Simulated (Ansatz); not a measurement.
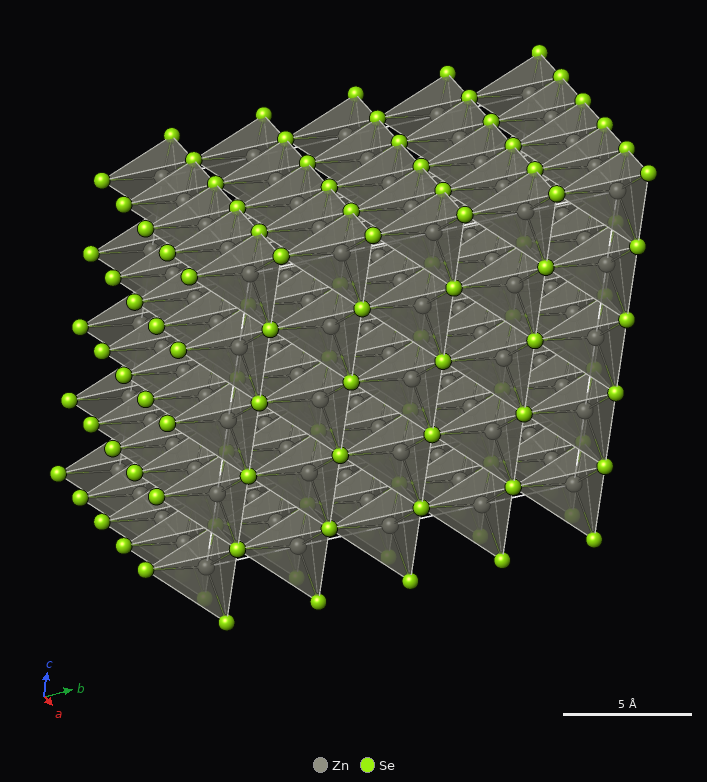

The structure (polyhedral view of the cell of the calculation, seen slightly off an axis; polyhedra are completed across the faces of the cell).

**Single-point calculation of Zn64Se64 (part 1 of 2)**

System: Zn64Se64 (F-43m, 128 atoms in the cell).
Method: DFT, r2SCAN, PAW, plane waves (Ansatz 0.2.0).

The structure was built on a prototype by a generator.

### The input
```yaml
crystal:
  lattice:
    - [0.000000, 11.266746, 11.266746]
    - [11.266746, 0.000000, 11.266746]
    - [11.266746, 11.266746, 0.000000]
  atoms:
    - { symbol: Zn, position: [0.000000, 0.000000, 0.000000] }
    - { symbol: Zn, position: [0.500000, 0.000000, 0.000000] }
    - { symbol: Zn, position: [0.000000, 0.500000, 0.000000] }
    - { symbol: Zn, position: [0.000000, 0.000000, 0.500000] }
    - { symbol: Zn, position: [0.250000, 0.250000, 0.250000] }
    - { symbol: Zn, position: [0.500000, 0.500000, 0.000000] }
    - { symbol: Zn, position: [0.500000, 0.000000, 0.500000] }
    - { symbol: Zn, position: [0.750000, 0.250000, 0.250000] }
    - { symbol: Zn, position: [0.000000, 0.500000, 0.500000] }
    - { symbol: Zn, position: [0.250000, 0.750000, 0.250000] }
    - { symbol: Zn, position: [0.250000, 0.250000, 0.750000] }
    - { symbol: Zn, position: [0.500000, 0.500000, 0.500000] }
    - { symbol: Zn, position: [0.750000, 0.750000, 0.250000] }
    - { symbol: Zn, position: [0.750000, 0.250000, 0.750000] }
    - { symbol: Zn, position: [0.250000, 0.750000, 0.750000] }
    - { symbol: Zn, position: [0.750000, 0.750000, 0.750000] }
    - { symbol: Zn, position: [0.000000, 0.000000, 0.250000] }
    - { symbol: Zn, position: [0.250000, 0.250000, 0.000000] }
    - { symbol: Zn, position: [0.500000, 0.000000, 0.250000] }
    - { symbol: Zn, position: [0.750000, 0.250000, 0.000000] }
    - { symbol: Zn, position: [0.000000, 0.500000, 0.250000] }
    - { symbol: Zn, position: [0.250000, 0.750000, 0.000000] }
    - { symbol: Zn, position: [0.000000, 0.000000, 0.750000] }
    - { symbol: Zn, position: [0.250000, 0.250000, 0.500000] }
    - { symbol: Zn, position: [0.500000, 0.500000, 0.250000] }
    - { symbol: Zn, position: [0.750000, 0.750000, 0.000000] }
    - { symbol: Zn, position: [0.500000, 0.000000, 0.750000] }
    - { symbol: Zn, position: [0.750000, 0.250000, 0.500000] }
    - { symbol: Zn, position: [0.000000, 0.500000, 0.750000] }
    - { symbol: Zn, position: [0.250000, 0.750000, 0.500000] }
    - { symbol: Zn, position: [0.500000, 0.500000, 0.750000] }
    - { symbol: Zn, position: [0.750000, 0.750000, 0.500000] }
    - { symbol: Zn, position: [0.000000, 0.250000, 0.000000] }
    - { symbol: Zn, position: [0.250000, 0.000000, 0.250000] }
    - { symbol: Zn, position: [0.500000, 0.250000, 0.000000] }
    - { symbol: Zn, position: [0.750000, 0.000000, 0.250000] }
    - { symbol: Zn, position: [0.000000, 0.750000, 0.000000] }
    - { symbol: Zn, position: [0.000000, 0.250000, 0.500000] }
    - { symbol: Zn, position: [0.250000, 0.500000, 0.250000] }
    - { symbol: Zn, position: [0.500000, 0.750000, 0.000000] }
    - { symbol: Zn, position: [0.250000, 0.000000, 0.750000] }
    - { symbol: Zn, position: [0.500000, 0.250000, 0.500000] }
    - { symbol: Zn, position: [0.750000, 0.500000, 0.250000] }
    - { symbol: Zn, position: [0.750000, 0.000000, 0.750000] }
    - { symbol: Zn, position: [0.000000, 0.750000, 0.500000] }
    - { symbol: Zn, position: [0.250000, 0.500000, 0.750000] }
    - { symbol: Zn, position: [0.500000, 0.750000, 0.500000] }
    - { symbol: Zn, position: [0.750000, 0.500000, 0.750000] }
    - { symbol: Zn, position: [0.250000, 0.000000, 0.000000] }
    - { symbol: Zn, position: [0.750000, 0.000000, 0.000000] }
    - { symbol: Zn, position: [0.000000, 0.250000, 0.250000] }
    - { symbol: Zn, position: [0.250000, 0.500000, 0.000000] }
    - { symbol: Zn, position: [0.250000, 0.000000, 0.500000] }
    - { symbol: Zn, position: [0.500000, 0.250000, 0.250000] }
    - { symbol: Zn, position: [0.750000, 0.500000, 0.000000] }
    - { symbol: Zn, position: [0.750000, 0.000000, 0.500000] }
    - { symbol: Zn, position: [0.000000, 0.750000, 0.250000] }
    - { symbol: Zn, position: [0.000000, 0.250000, 0.750000] }
    - { symbol: Zn, position: [0.250000, 0.500000, 0.500000] }
    - { symbol: Zn, position: [0.500000, 0.750000, 0.250000] }
    - { symbol: Zn, position: [0.500000, 0.250000, 0.750000] }
    - { symbol: Zn, position: [0.750000, 0.500000, 0.500000] }
    - { symbol: Zn, position: [0.000000, 0.750000, 0.750000] }
    - { symbol: Zn, position: [0.500000, 0.750000, 0.750000] }
    - { symbol: Se, position: [0.062500, 0.062500, 0.062500] }
    - { symbol: Se, position: [0.562500, 0.062500, 0.062500] }
    - { symbol: Se, position: [0.062500, 0.562500, 0.062500] }
    - { symbol: Se, position: [0.062500, 0.062500, 0.562500] }
    - { symbol: Se, position: [0.312500, 0.312500, 0.312500] }
    - { symbol: Se, position: [0.562500, 0.562500, 0.062500] }
    - { symbol: Se, position: [0.562500, 0.062500, 0.562500] }
    - { symbol: Se, position: [0.812500, 0.312500, 0.312500] }
    - { symbol: Se, position: [0.062500, 0.562500, 0.562500] }
    - { symbol: Se, position: [0.312500, 0.812500, 0.312500] }
    - { symbol: Se, position: [0.312500, 0.312500, 0.812500] }
    - { symbol: Se, position: [0.562500, 0.562500, 0.562500] }
    - { symbol: Se, position: [0.812500, 0.812500, 0.312500] }
    - { symbol: Se, position: [0.812500, 0.312500, 0.812500] }
    - { symbol: Se, position: [0.312500, 0.812500, 0.812500] }
    - { symbol: Se, position: [0.812500, 0.812500, 0.812500] }
    - { symbol: Se, position: [0.062500, 0.062500, 0.312500] }
    - { symbol: Se, position: [0.312500, 0.312500, 0.062500] }
    - { symbol: Se, position: [0.562500, 0.062500, 0.312500] }
    - { symbol: Se, position: [0.812500, 0.312500, 0.062500] }
    - { symbol: Se, position: [0.062500, 0.562500, 0.312500] }
    - { symbol: Se, position: [0.312500, 0.812500, 0.062500] }
    - { symbol: Se, position: [0.062500, 0.062500, 0.812500] }
    - { symbol: Se, position: [0.312500, 0.312500, 0.562500] }
    - { symbol: Se, position: [0.562500, 0.562500, 0.312500] }
    - { symbol: Se, position: [0.812500, 0.812500, 0.062500] }
    - { symbol: Se, position: [0.562500, 0.062500, 0.812500] }
    - { symbol: Se, position: [0.812500, 0.312500, 0.562500] }
    - { symbol: Se, position: [0.062500, 0.562500, 0.812500] }
    - { symbol: Se, position: [0.312500, 0.812500, 0.562500] }
    - { symbol: Se, position: [0.562500, 0.562500, 0.812500] }
    - { symbol: Se, position: [0.812500, 0.812500, 0.562500] }
    - { symbol: Se, position: [0.062500, 0.312500, 0.062500] }
    - { symbol: Se, position: [0.312500, 0.062500, 0.312500] }
    - { symbol: Se, position: [0.562500, 0.312500, 0.062500] }
    - { symbol: Se, position: [0.812500, 0.062500, 0.312500] }
    - { symbol: Se, position: [0.062500, 0.812500, 0.062500] }
    - { symbol: Se, position: [0.062500, 0.312500, 0.562500] }
    - { symbol: Se, position: [0.312500, 0.562500, 0.312500] }
    - { symbol: Se, position: [0.562500, 0.812500, 0.062500] }
    - { symbol: Se, position: [0.312500, 0.062500, 0.812500] }
    - { symbol: Se, position: [0.562500, 0.312500, 0.562500] }
    - { symbol: Se, position: [0.812500, 0.562500, 0.312500] }
    - { symbol: Se, position: [0.812500, 0.062500, 0.812500] }
    - { symbol: Se, position: [0.062500, 0.812500, 0.562500] }
    - { symbol: Se, position: [0.312500, 0.562500, 0.812500] }
    - { symbol: Se, position: [0.562500, 0.812500, 0.562500] }
    - { symbol: Se, position: [0.812500, 0.562500, 0.812500] }
    - { symbol: Se, position: [0.312500, 0.062500, 0.062500] }
    - { symbol: Se, position: [0.812500, 0.062500, 0.062500] }
    - { symbol: Se, position: [0.062500, 0.312500, 0.312500] }
    - { symbol: Se, position: [0.312500, 0.562500, 0.062500] }
    - { symbol: Se, position: [0.312500, 0.062500, 0.562500] }
    - { symbol: Se, position: [0.562500, 0.312500, 0.312500] }
    - { symbol: Se, position: [0.812500, 0.562500, 0.062500] }
    - { symbol: Se, position: [0.812500, 0.062500, 0.562500] }
    - { symbol: Se, position: [0.062500, 0.812500, 0.312500] }
    - { symbol: Se, position: [0.062500, 0.312500, 0.812500] }
    - { symbol: Se, position: [0.312500, 0.562500, 0.562500] }
    - { symbol: Se, position: [0.562500, 0.812500, 0.312500] }
    - { symbol: Se, position: [0.562500, 0.312500, 0.812500] }
    - { symbol: Se, position: [0.812500, 0.562500, 0.562500] }
    - { symbol: Se, position: [0.062500, 0.812500, 0.812500] }
    - { symbol: Se, position: [0.562500, 0.812500, 0.812500] }
kpoints:
  mp_grid: { grid: [1, 1, 1] }
hamiltonian:
  xc: r2scan
scf:
  occupations: { method: fermi_dirac, width: 0.01 }
output:
  forces: true
  eigenvalues: true
  populations: true
  eigenstates: { kpoints: [[0, 0, 0]], e_range: [-6.0, 6.0], localisation: true }
```

Hardware: 8 CPU threads, shared host.

### What the program printed
```
Pseudopotentials: kind: paw
Functional definition: r2SCAN
  parameter k0 = 0.174
  parameter k1 = 0.065
  parameter a1 = 4.9479
  exchange = r2scan_x(k0 = k0, k1 = k1, a1 = a1)
  correlation = r2scan_c
Crystal: 128 atoms, lattice volume = 2860.392 Å³
Basis set: ecut = 500 eV, 72377 PW (Γ), exchange–correlation on 480×480×480 points (64 copies of the dense FFT grid, shifted against one another)
Bands: 1076, of which v1, the nominal top of the filled ones, is band 896 counted from 1 (895 counted from 0)
Symmetry: 1536 space group operations
Space group: F-43m (ITA 216), of the structure as read, at distance tolerance 1.4e-4 Å
k-points: 1
Non-local potential: Zn, projectors of the file, l = 0: 2, l = 1: 2, l = 2: 3, l = 3: 1
Non-local potential: Se, projectors of the file, l = 0: 2, l = 1: 2, l = 2: 3, l = 3: 1
PAW form: soft (Blöchl's): semilocal exchange-correlation on the pseudo side does not see the compensation charge
PAW frozen core: Zn, regenerated for the run's functional (the file was generated under x = pbe(κ = 0.804, μ = 0.2195149727645171), c = pbe(β = 0.06672455060314922))
PAW frozen core: Se, regenerated for the run's functional (the file was generated under x = pbe(κ = 0.804, μ = 0.2195149727645171), c = pbe(β = 0.06672455060314922))
PAW one-centre angular grid: Zn, 590 points (default); XC on 261 of its mesh's 2673 points in the sphere
PAW one-centre angular grid: Se, 590 points (default); XC on 160 Gauss nodes
Initial density: superposition of atomic densities (neutral atoms: chi_scale 0, normalization atom), corrected by the library's trained network
Initial wavefunctions: pseudopotential atomic-orbital guess
Functional: x = r2scan, c = r2scan; τ floored in thin density (d = 2e-4 eV/Å³)
SCF iter   1: F=—  HF=-563548.097779 eV  |F-HF|=—  |Δ(HF+E_count)|=         —  Δρ=1.46e-2  dr2=2.87e0  dr2_τ=4.26e-1  ethr=1.77e-3  ⟨swp⟩=6.0  Hψ=4207  notcnv=0  defer=26
preconditioner: auto → Resta (q_TF=auto, 2.524 Å⁻¹)  ε∞=4.9  [insulator: Δε(μ)=1.935 eV  Ē_g=11.874 eV  σ=0.010 eV  W_gap=1.00  n_scr=748 (ndim 8)  ℏωp=23.6 eV  f_vac=0.111  D(μ)=0.00/eV (n_scr^D=0)  ε∞_Penn≈4.9]
SCF iter   2: F=—  HF=-563548.030158 eV  |F-HF|=—  |Δ(HF+E_count)|=   6.76e-2  Δρ=2.53e-3  dr2=2.05e-1  dr2_τ=1.25e-2  ethr=1.60e-4  ⟨swp⟩=3.0  Hψ=1759  notcnv=0  defer=175
SCF iter   3: F=—  HF=-563547.966490 eV  |F-HF|=—  |Δ(HF+E_count)|=   6.37e-2  Δρ=3.32e-3  dr2=1.75e-1  dr2_τ=7.87e-4  ethr=1.14e-5  ⟨swp⟩=3.0  Hψ=1431  notcnv=0  defer=175
SCF iter   4: F=—  HF=-563547.956955 eV  |F-HF|=—  |Δ(HF+E_count)|=   9.54e-3  Δρ=1.17e-3  dr2=2.88e-2  dr2_τ=2.24e-4  ethr=9.76e-6  ⟨swp⟩=3.0  Hψ=1802  notcnv=0  defer=175
SCF iter   5: F=—  HF=-563547.953515 eV  |F-HF|=—  |Δ(HF+E_count)|=   3.44e-3  Δρ=2.35e-4  dr2=1.65e-3  dr2_τ=3.57e-5  ethr=1.61e-6  ⟨swp⟩=3.0  Hψ=1802  notcnv=0  defer=175
SCF iter   6: F=—  HF=-563547.947942 eV  |F-HF|=—  |Δ(HF+E_count)|=   5.57e-3  Δρ=1.07e-4  dr2=3.25e-4  dr2_τ=2.00e-6  ethr=9.23e-8  ⟨swp⟩=2.0  Hψ=1476  notcnv=0  defer=175
SCF iter   7: F=—  HF=-563547.947953 eV  |F-HF|=—  |Δ(HF+E_count)|=   1.14e-5  Δρ=1.45e-5  dr2=6.26e-6  dr2_τ=1.24e-7  ethr=1.82e-8  ⟨swp⟩=2.0  Hψ=1477  notcnv=0  defer=175
SCF iter   8: F=—  HF=-563547.950611 eV  |F-HF|=—  |Δ(HF+E_count)|=   2.66e-3  Δρ=6.32e-6  dr2=1.19e-6  dr2_τ=7.18e-9  ethr=3.50e-10  ⟨swp⟩=3.0  Hψ=1480  notcnv=0  defer=175
SCF iter   9: F=-563547.950611 eV  HF=-563547.950611 eV  |F-HF|=2.05e-8  |Δ(HF+E_count)|=   4.13e-7  Δρ=1.40e-6  dr2=4.36e-8  dr2_τ=3.67e-10  ethr=5.58e-12  ⟨swp⟩=11.0  Hψ=6162  notcnv=0
SCF 1 converged in 9 iterations: F = -563547.950611 eV  dr2 = 4.36e-8
  greatest PAW one-centre occupation: 1.000 electrons in one spin orbital (limit 2), on the Se atom at site 127 (counted from 0), in its partial waves of l = 2
```

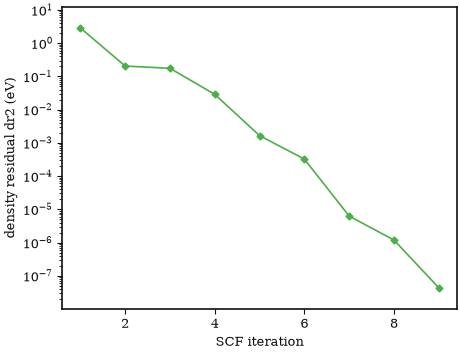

Convergence of the self-consistent field: density residual dr2 against the SCF iteration. The residual falls at every step.

```
NSCF: frozen V_eff on 1 k-points
SCF converged after 9 iterations
Free energy (F): -563547.950611 eV
Harris-Foulkes:  -563547.950611 eV  (|F-HF|=2.05e-8)
Internal energy: -563547.950611 eV  (E = F + TS)
E sigma→0 (E₀):  -563547.950611 eV
Fermi energy:    7.715135 eV
--- Per-component energies (eV) ---
  E_band       = -25171.848176
  E_kinetic    = 16016.770839
  E_local      = -279775.821130  (includes V_loc(G=0)·N_el)
  E_nonlocal   = 1461.181626
  E_hartree    = 129937.757079
  E_xc         = -14242.297906
  E_vxc        = -10220.358585  (∫ρ·V_xc dr)
  E_paw        = -241622.516742  (= ΣΔE_a)
  E_vpaw       = -13046.264717  (= ΣTr[D̂ρ^β])
  E_aug_tail   = -0.015141  (compensation charges beyond the density's cutoff)
  E_vtau       = 517.092682  (kinetic-family band-sum trace: ∫τ·v_τ [+ j·A + Jᵃ·Aᵃ] dr)
  E_ewald      = -175198.376340
  E_core_change = -124.632895  (= ΣΔE_core)
  E_smearing   = -0.000000  (= −TS)
  E_closure    = 0.000000  (closes the sum)
  Σ components = -563547.950611   (vs F -563547.950611, Δ=0.00e0)
```
